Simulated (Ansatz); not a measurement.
**Single-point calculation of GaO2**

- system: GaO2 (slab, 12 atoms in the cell)
- method: DFT PBE, scalar-relativistic, plane waves, PAW, no spin polarisation (Ansatz 0.2.0)

The structure derives from an entry of the Crystallography Open Database. It belongs to a series of runs on one base structure; here: (1 0 0) slab cut from the bulk. Figures and captions count atoms from 1; the log counts them from 0 in places.

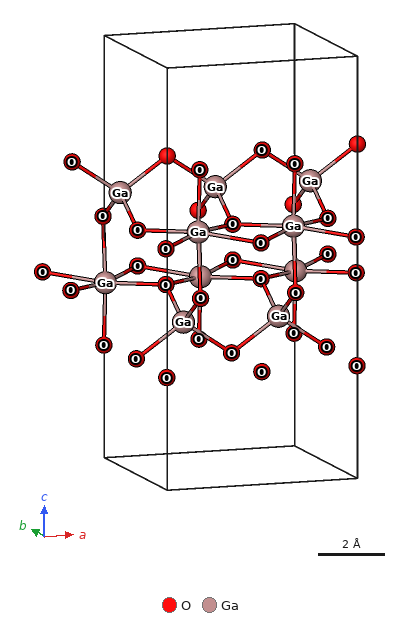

**Figure 1.** The input geometry (ball-and-stick view of the 2 × 1 repeat of the cell, with the vacuum cut short, seen slightly off an axis; bonded neighbours outside the cell are drawn too).

### Summary

- outcome: converged
- electrons treated: 100
- free energy: −19662.7013 eV
- work function, top face: 9.29 eV
- work function, bottom face: 9.29 eV
- Fermi energy: −3.985 eV
- gap on the k-point mesh: none (metallic)
- work function (upper face): 9.29 eV
- largest force (length of the vector): 1.028 eV/Å
- hardware: 1 thread of Intel Xeon @ 2.50GHz (Skylake/Cascade Lake), 192 GiB of memory available, shared host
- wall time: 57 s
- peak memory: 0.66 GiB

### Remarks

Warnings of the run: the exchange-correlation potential is rough where the density is thin.

### The input
```yaml
crystal:
  lattice:
    - [3.0835130495, 0.0, 0.0]
    - [0.0, 5.8775340161, 0.0]
    - [0.0, 0.0, 21.146552697]
  atoms:
    - { symbol: O, position: [0.0, 0.0077119669, 0.3546677375] }
    - { symbol: O, position: [0.0, 0.4903534139, 0.359223088] }
    - { symbol: Ga, position: [0.5, 0.498625346, 0.4083955294] }
    - { symbol: Ga, position: [0.0, 0.9836735828, 0.4476424389] }
    - { symbol: O, position: [0.5, 0.7761782761, 0.4504964621] }
    - { symbol: O, position: [0.5, 0.2262054227, 0.4563404912] }
    - { symbol: O, position: [0.0, 0.0208926485, 0.5436595088] }
    - { symbol: O, position: [0.0, 0.4709197952, 0.5495035379] }
    - { symbol: Ga, position: [0.5, 0.2634244884, 0.5523575611] }
    - { symbol: Ga, position: [0.0, 0.7484727253, 0.5916044706] }
    - { symbol: O, position: [0.5, 0.7567446573, 0.640776912] }
    - { symbol: O, position: [0.5, 0.2393861043, 0.6453322625] }
basis:
  ecutwfc: 420
kpoints:
  mp_grid: { grid: [9, 5, 1] }
hamiltonian:
  xc: pbe
scf:
  occupations: { method: gaussian, width: 0.05 }
output:
  forces: true
  stress: true
  eigenvalues: true
  write_density: true
  write_potential: true
  elf: true
  volumetric_format: npy
efield:
  axis: 3
  dipole_correction: true
  ramp_width: 0.04
```

Run as:
```bash
ansatz run input.yaml --threads 1 --pin off --max-ram 2560MiB --backend cpu --events-out ev --progress --plain --runs-dir out
```

### The program's output
```
Engine: ansatz 0.2.0, x86_64-unknown-linux-gnu
Pseudopotentials: kind: paw
Pseudopotential: O, paw, valence charge 6, recommended cutoff 420 eV (normal), O.paw.azcp
Pseudopotential: Ga, paw, valence charge 13, recommended cutoff 420 eV (normal), Ga.paw.azcp
Functional definition: PBE
  parameter kappa = 0.804
  parameter beta = 0.06672455060314922
  exchange = pbe_x(kappa = kappa, mu = beta*pi^2/3)
  correlation = pbe_c(beta = beta)
Crystal: 12 atoms, lattice volume = 383.249 Å³
Basis set: ecut = 420 eV, 7451 PW (Γ), exchange–correlation on 48×80×288 points (8 copies of the dense FFT grid, shifted against one another)
Bands: 62, of which v1, the nominal top of the filled ones, is band 50 counted from 1 (49 counted from 0)
Symmetry: 2 space group operations
k-points: 15 of 45 (time reversal used)
Non-local potential: O, projectors of the file, l = 0: 2, l = 1: 2, l = 2: 1
Non-local potential: Ga, projectors of the file, l = 0: 2, l = 1: 2, l = 2: 3, l = 3: 1
PAW form: soft (Blöchl's): semilocal exchange-correlation on the pseudo side does not see the compensation charge
PAW one-centre angular grid: O, 110 points (default); XC on 64 Gauss nodes
PAW one-centre angular grid: Ga, 590 points (default); XC on 64 Gauss nodes
Initial density: superposition of atomic densities (neutral atoms: chi_scale 0, normalization atom), corrected by the library's trained network
Initial wavefunctions: pseudopotential atomic-orbital guess
Functional: x = pbe(κ = 0.804, μ = 0.2195149727645171), c = pbe(β = 0.06672455060314922)
SCF iter   1: F=—  HF=-19662.764673 eV  |F-HF|=—  |Δ(HF+E_count)|=         —  Δρ=9.43e-3  dr2=6.71e-1  ethr=1.77e-3  p=-0.000 e·Å  D=-1.69e-11 V/Å  ΔV_dip=0.00 eV  dr2_dipole=5.81e-8  V_vac-E_F(+/−)=9.37/9.37 eV  ⟨swp⟩=6.4  Hψ=3812  notcnv=0  defer=54
efield: sawtooth ramp at fractional position 0.9800 (placed from the atoms, in the widest stretch of the axis that holds none; the zero of the levels goes with the place), width 0.0400; the density the first Hamiltonian is built on has a dipole p = -0.000 e·Å; the dipole correction subtracts the counter field D = -1.69e-11 V/Å, which shifts the + side's vacuum level by +0.00 eV against the − side's; the planar-averaged density in the ramp window peaks in size at 2.2e-5 e/Å³
preconditioner: auto → LDOS  [metal: Δε(μ)=0.018 eV  Ē_g=15.633 eV  σ=0.050 eV  W_gap=0.20  n_scr=56 (ndim 8)  ℏωp=19.0 eV  f_vac=0.612  D(μ)=8.65/eV (n_scr^D=34)  β→1.0]
SCF iter   2: F=—  HF=-19662.697140 eV  |F-HF|=—  |Δ(HF+E_count)|=   6.75e-2  Δρ=5.18e-3  dr2=1.57e-1  ethr=6.71e-4  p=-0.000 e·Å  D=-1.29e-5 V/Å  ΔV_dip=0.00 eV  dr2_dipole=3.83e-11  V_vac-E_F(+/−)=9.30/9.29 eV  ⟨swp⟩=2.2  Hψ=1170  notcnv=0  defer=92
SCF iter   3: F=—  HF=-19662.705156 eV  |F-HF|=—  |Δ(HF+E_count)|=   8.02e-3  Δρ=2.96e-3  dr2=4.55e-2  ethr=1.57e-4  p=0.000 e·Å  D=8.10e-6 V/Å  ΔV_dip=-0.00 eV  dr2_dipole=1.41e-7  V_vac-E_F(+/−)=9.29/9.29 eV  ⟨swp⟩=2.9  Hψ=1546  notcnv=0  defer=92
SCF iter   4: F=—  HF=-19662.701494 eV  |F-HF|=—  |Δ(HF+E_count)|=   3.66e-3  Δρ=1.49e-3  dr2=9.25e-3  ethr=4.55e-5  p=-0.000 e·Å  D=-5.18e-6 V/Å  ΔV_dip=0.00 eV  dr2_dipole=1.39e-10  V_vac-E_F(+/−)=9.29/9.29 eV  ⟨swp⟩=2.0  Hψ=1556  notcnv=0  defer=92
SCF iter   5: F=—  HF=-19662.701021 eV  |F-HF|=—  |Δ(HF+E_count)|=   4.74e-4  Δρ=8.30e-4  dr2=3.28e-3  ethr=9.25e-6  p=-0.000 e·Å  D=-5.72e-7 V/Å  ΔV_dip=0.00 eV  dr2_dipole=8.34e-10  V_vac-E_F(+/−)=9.29/9.29 eV  ⟨swp⟩=2.5  Hψ=1371  notcnv=0  defer=92
SCF iter   6: F=—  HF=-19662.701198 eV  |F-HF|=—  |Δ(HF+E_count)|=   1.77e-4  Δρ=3.20e-4  dr2=4.78e-4  ethr=3.28e-6  p=0.000 e·Å  D=2.55e-6 V/Å  ΔV_dip=-0.00 eV  dr2_dipole=7.32e-9  V_vac-E_F(+/−)=9.29/9.29 eV  ⟨swp⟩=2.3  Hψ=1467  notcnv=0  defer=92
SCF iter   7: F=—  HF=-19662.701287 eV  |F-HF|=—  |Δ(HF+E_count)|=   8.96e-5  Δρ=8.85e-5  dr2=2.83e-5  ethr=4.78e-7  p=-0.000 e·Å  D=-4.03e-8 V/Å  ΔV_dip=0.00 eV  dr2_dipole=1.24e-10  V_vac-E_F(+/−)=9.29/9.29 eV  ⟨swp⟩=1.1  Hψ=848  notcnv=0  defer=92
SCF iter   8: F=—  HF=-19662.701298 eV  |F-HF|=—  |Δ(HF+E_count)|=   1.06e-5  Δρ=2.95e-5  dr2=2.39e-6  ethr=2.83e-8  p=0.000 e·Å  D=2.29e-7 V/Å  ΔV_dip=-0.00 eV  dr2_dipole=1.16e-11  V_vac-E_F(+/−)=9.29/9.29 eV  ⟨swp⟩=2.0  Hψ=1392  notcnv=0  defer=92
SCF iter   9: F=—  HF=-19662.701303 eV  |F-HF|=—  |Δ(HF+E_count)|=   5.04e-6  Δρ=1.39e-5  dr2=6.56e-7  ethr=2.39e-9  p=-0.000 e·Å  D=-9.85e-8 V/Å  ΔV_dip=0.00 eV  dr2_dipole=1.26e-10  V_vac-E_F(+/−)=9.29/9.29 eV  ⟨swp⟩=2.0  Hψ=1519  notcnv=0  defer=92
SCF iter  10: F=-19662.701305 eV  HF=-19662.701304 eV  |F-HF|=9.18e-7  |Δ(HF+E_count)|=   1.64e-6  Δρ=4.70e-6  dr2=7.89e-8  ethr=1.00e-10  p=-0.000 e·Å  D=-1.24e-7 V/Å  ΔV_dip=0.00 eV  dr2_dipole=9.26e-13  V_vac-E_F(+/−)=9.29/9.29 eV  ⟨swp⟩=21.6  Hψ=8374  notcnv=0
SCF 1 converged in 10 iterations: F = -19662.701305 eV  dr2 = 7.89e-8
  greatest PAW one-centre occupation: 0.998 electrons in one spin orbital (limit 2), on the Ga atom at site 3 (counted from 0), in its partial waves of l = 2
```

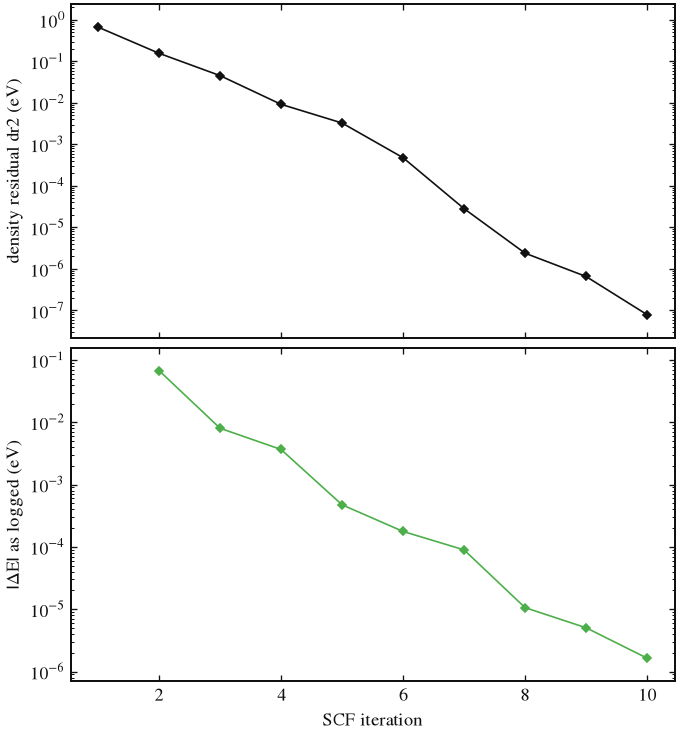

**Figure 2.** Convergence of the self-consistent field: density residual dr2 and size of the energy change against the SCF iteration. The residual falls at every step.

```
WARN: The output density's exchange-correlation potential varies sharply where the density is thin. Do not read a vacuum level from v_tot or v_xc, or from such a field of the output density. On a cell that repeats whose density bears no net charge and no dipole along the vacuum's axis use v_es (v_loc + v_h of the components); under efield.dipole_correction with no amplitude use v_es + v_field, which holds any external_charges[].barrier, or the levels of the report's work_function block, which leave it out; under a non-zero efield.amplitude the vacuum is tilted and has no level; on a cell that repeats and bears such a dipole with no correction it is tilted too, and efield.dipole_correction with no amplitude gives each side of its ramp a level where efield: is served; in a cell that repeats whose density bears a net charge (total_charge, or a fill off its count) it is curved and has none; of a slab under crystal.periodic whose density bears no net charge use v_es, which has a level on each side, short of where the two are joined; of another it falls or rises all the way out and has none; of a slab beside external_charges read slab_vacuum_level instead, which it has where they leave it neutral. The grid or the basis barely resolves most such structure, and the values can differ between equally converged runs; as a rule a tighter scf.convergence.dr2_threshold does not remove it. Where the density itself ripples (under the LDA too) a higher basis.ecutwfc lessens it. The files hold the spikes' plane waves up to the density's cutoff. Files: v_tot_of_output_density and the like, and their columns of v_z.tsv (output.write_potential); v_xc_of_output_density and the like, and their columns of v_comp_z.tsv (output.write_potential_components). Measured: with its Gaussian average of σ = 0.25 Å subtracted twice, the exchange-correlation potential is over 0.1 eV at 40 of the grid points where the equally averaged density (valence and model cores) is under 1e-3 e/Å³, and 0.215 eV at the most among them, at an averaged density of 3.4e-7 e/Å³. The input density's (outcome.potential() and, of a run that writes arrays, v_tot and v_xc) is over 0.1 eV, so measured, at 7205 points of its own thin density, 0.251 eV at the most. See output.write_potential in the manual, Limitations
SCF converged after 10 iterations
Free energy (F): -19662.701305 eV
Harris-Foulkes:  -19662.701304 eV  (|F-HF|=9.18e-7)
Internal energy: -19662.686648 eV  (E = F + TS)
E sigma→0 (E₀):  -19662.693976 eV
Entropy (-TS):   -0.014658 eV (-1.221 meV/atom)
Fermi energy:    -3.984694 eV
Dipole field:    D = -0.000001 V/Å  (p = -0.000002 e·Å, saw-weighted, corrected)
Work function:   Φ+ = 9.2875 eV   Φ− = 9.2874 eV
Levels:          The Fermi level and band energies are counted from a zero that moves with the ramp; work functions are not
--- Per-component energies (eV) ---
  E_band       = -1252.302155
  E_kinetic    = 1837.840192
  E_local      = -91247.359078  (includes V_loc(G=0)·N_el)
  E_nonlocal   = 2116.740341
  E_hartree    = 44493.813691
  E_xc         = -848.539024
  E_vxc        = -962.529593  (∫ρ·V_xc dr)
  E_paw        = -9250.451137  (= ΣΔE_a)
  E_vpaw       = -1984.624610  (= ΣTr[D̂ρ^β])
  E_aug_tail   = 0.018477  (compensation charges beyond the density's cutoff)
  E_efield     = 0.000000  (sawtooth field / dipole correction)
  E_vefield    = 0.000000  (∫n·V_field dr)
  E_ewald      = 33235.249891
  E_smearing   = -0.014658  (= −TS)
  E_closure    = 0.000000  (closes the sum)
  Σ components = -19662.701305   (vs F -19662.701305, Δ=0.00e0)
--- Forces (eV/Å), atoms counted from 1 ---
  atom   1  O      0.00000000     0.19330321     0.59125067
  atom   2  O      0.00000000    -0.15487544     0.31488007
  atom   3  Ga     0.00000000    -0.35781390    -0.96331930
  atom   4  Ga     0.00000000     0.41613206    -0.46817016
  atom   5  O      0.00000000    -0.08427824     0.29353541
  atom   6  O      0.00000000     0.04339139     0.38718825
  atom   7  O      0.00000000    -0.04338492    -0.38718513
  atom   8  O      0.00000000     0.08427749    -0.29353562
  atom   9  Ga     0.00000000    -0.41612768     0.46817035
  atom  10  Ga     0.00000000     0.35780875     0.96331622
  atom  11  O      0.00000000     0.15487251    -0.31487432
  atom  12  O      0.00000000    -0.19330339    -0.59125496
  max |Σ_I F_I| component: 1.84e-6 eV/Å
--- Stress (GPa, compression-positive) ---
       -0.364187       0.000000       0.000000
        0.000000      -2.076586       0.123153
        0.000000       0.123152      -0.864633
  P = ⅓ Tr σ = -1.1018 GPa (-11.018 kbar)
--- Band table (eV; the first three rows and the last of 15) ---
  k-point 0: bands = ["-22.2694", "-21.5582", "-21.0277", "-20.9614", "-20.8637", "-20.7971", "-19.8685", "-19.8390", "-16.5693", "-16.5616", "-16.5419", "-16.5417", "-16.5238", "-16.5215", "-16.4615", "-16.3881", "-16.3675", "-16.3376", "-16.3046", "-16.2607", "-16.2585", "-16.2416", "-16.2365", "-16.2344", "-16.1580", "-16.1205", "-15.9963", "-15.6002", "-10.0187", "-9.9965", "-7.5377", "-7.1749", "-6.9581", "-6.7164", "-6.5607", "-5.8968", "-5.6950", "-5.4347", "-5.4243", "-5.1134", "-5.0621", "-5.0180", "-4.7844", "-4.6905", "-4.5177", "-4.3778", "-4.3687", "-4.2138", "-3.8010", "-3.7828", "-3.7738", "-3.7358", "-0.4618", "1.0437", "2.7231", "3.0295", "4.0141", "4.2888", "4.4937", "4.6121", "5.3051", "5.4978"]
  k-point 1: bands = ["-22.2151", "-21.5334", "-21.1871", "-20.9710", "-20.8193", "-20.7644", "-19.8763", "-19.8437", "-16.5874", "-16.5697", "-16.5642", "-16.5519", "-16.5159", "-16.5071", "-16.4661", "-16.3976", "-16.3645", "-16.3400", "-16.3051", "-16.2994", "-16.2644", "-16.2629", "-16.2415", "-16.2379", "-16.1746", "-16.0214", "-15.9412", "-15.6082", "-9.8974", "-9.6792", "-7.7160", "-7.4179", "-6.8407", "-6.7486", "-6.4786", "-6.1410", "-5.8408", "-5.6120", "-5.3265", "-5.2465", "-5.0884", "-4.7578", "-4.6721", "-4.5937", "-4.4990", "-4.4890", "-4.3644", "-4.2364", "-3.9627", "-3.8279", "-3.7987", "-3.7818", "-0.0806", "1.2618", "2.5745", "2.8745", "3.6017", "4.3516", "4.9472", "5.0137", "5.3899", "5.6799"]
  k-point 2: bands = ["-22.0983", "-21.5602", "-21.2524", "-21.1080", "-20.7536", "-20.7382", "-19.8882", "-19.8520", "-16.6245", "-16.6005", "-16.5697", "-16.5604", "-16.5051", "-16.4889", "-16.4732", "-16.4100", "-16.3603", "-16.3525", "-16.3151", "-16.3060", "-16.3020", "-16.2716", "-16.2529", "-16.2398", "-16.1331", "-15.9877", "-15.8323", "-15.6275", "-9.3989", "-9.0993", "-8.3631", "-7.6996", "-7.2426", "-6.6417", "-6.3271", "-6.2835", "-5.7830", "-5.5545", "-5.4973", "-5.2776", "-5.0836", "-4.7753", "-4.6318", "-4.5076", "-4.4928", "-4.4568", "-4.4091", "-4.3348", "-4.2035", "-3.9154", "-3.7948", "-3.7806", "0.7866", "1.6630", "1.8013", "2.6282", "3.7285", "4.2790", "5.5027", "5.5520", "5.6479", "6.1021"]
  k-point 14: bands = ["-21.2686", "-21.1593", "-21.1316", "-21.0513", "-20.6358", "-20.6347", "-19.7201", "-19.7078", "-16.4929", "-16.4896", "-16.4688", "-16.4598", "-16.4438", "-16.4386", "-16.3323", "-16.3219", "-16.3211", "-16.3101", "-16.2881", "-16.2817", "-16.2537", "-16.2235", "-16.2000", "-16.0493", "-15.8837", "-15.8410", "-15.6713", "-15.6562", "-9.6390", "-9.5438", "-9.1103", "-8.9782", "-8.2798", "-8.1535", "-7.3845", "-7.1166", "-6.3306", "-6.1692", "-5.8978", "-5.8616", "-5.4106", "-5.1860", "-5.1540", "-5.0767", "-4.7189", "-4.6806", "-4.5465", "-4.5150", "-4.3820", "-4.2904", "-4.1694", "-4.0768", "2.9856", "3.1165", "3.6331", "3.9397", "4.6337", "4.9026", "5.9659", "6.0697", "7.1194", "7.2995"]
```

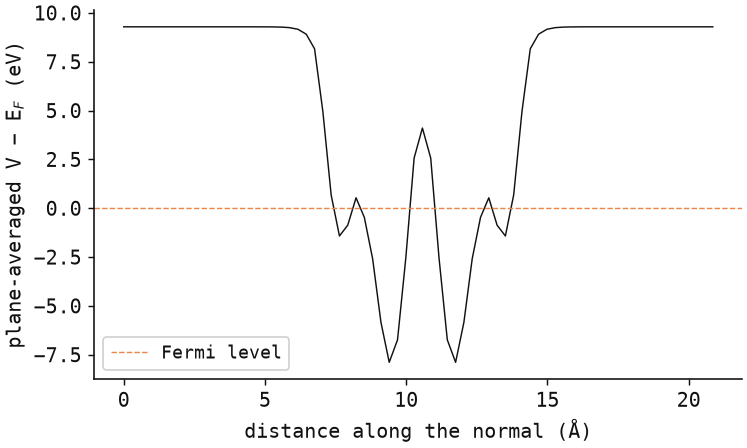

**Figure 3.** Plane average of the electrostatic potential energy of an electron across the cell, from the Fermi level. The vacuum level lies 9.29 eV above the Fermi level.

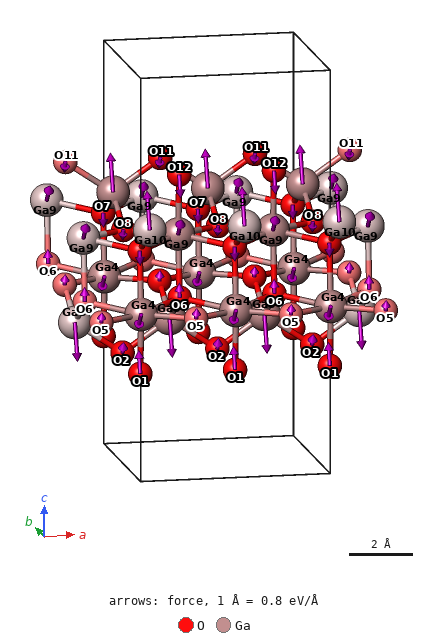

**Figure 4.** Forces on the atoms as pink arrows (ball-and-stick view of the 2 × 1 repeat of the cell, with the vacuum cut short, seen slightly off an axis; neighbours outside the cell are drawn fainter; atoms are numbered from 1 in the order of the input). The largest act on Ga3, Ga10 (1.03 eV/Å); Ga4, Ga9 (0.63 eV/Å); O1, O12 (0.62 eV/Å); O6, O7 (0.39 eV/Å), among others. The geometry is not a stationary point of this energy.

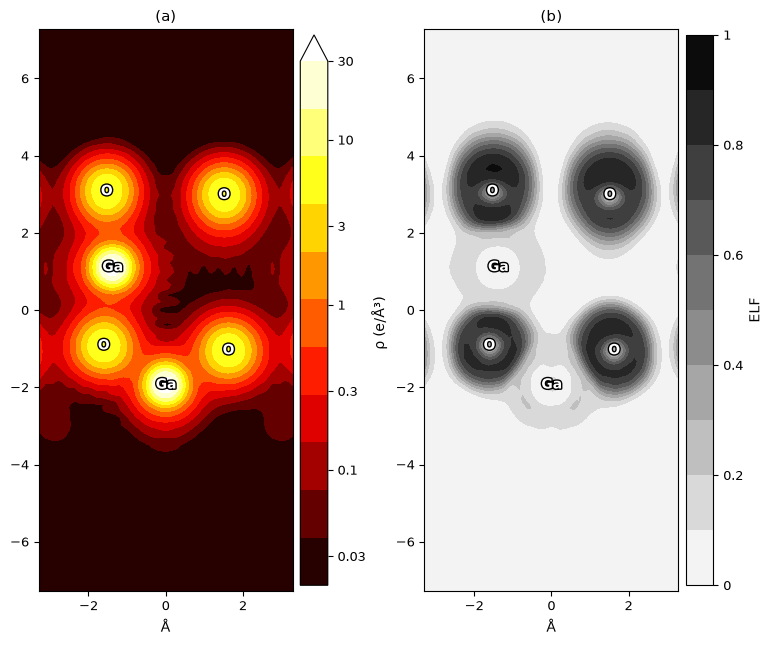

**Figure 5.** (a) valence charge density (pseudo); (b) electron localisation function on the (100) plane of the calculation cell, a cut from vacuum to vacuum. The section cuts through Ga and O sites. Ga–O (1.86 Å): ρ is about 0.8 e/Å³ halfway; the ELF is about 0.40 at the midpoint (no shared pair; the contact is polar). Ga–O (1.97 Å): ρ is about 0.67 e/Å³ halfway; the ELF is about 0.40 at the midpoint; no shared pair; the contact is polar. Ga–O (2.04 Å): the density is about 0.54 e/Å³ at the midpoint; the ELF is about 0.30 at the midpoint; no shared pair; the contact is polar. The density dies away to nearly zero in the vacuum. The fields are those of the smooth PAW valence density.

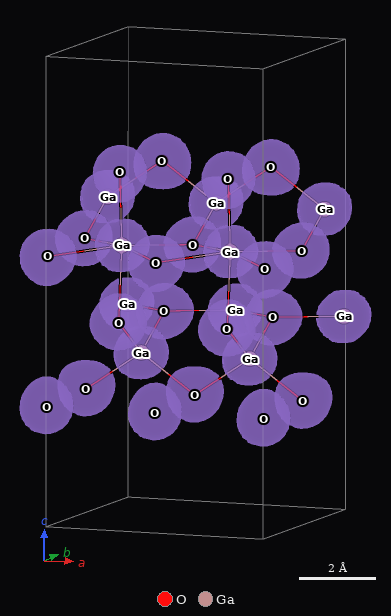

**Figure 6.** Isosurface of the valence charge density (pseudo) at 1 e/Å³ (purple), seen slightly off an axis. Sticks mark near contacts. At this value the density breaks into separate islands; it holds about 70 % of the electrons treated as valence (semicore included). It is pinched off along the Ga–O (1.86 Å), Ga–O (1.97 Å), Ga–O (2.04 Å) and Ga–O (2.11 Å) contacts. On the grid the lowest density along these lines, outside the cores, is 0.78 e/Å³ (Ga–O, 1.86 Å), 0.61 e/Å³ (Ga–O, 1.97 Å), 0.54 e/Å³ (Ga–O, 2.04 Å) and 0.45 e/Å³ (Ga–O, 2.11 Å).
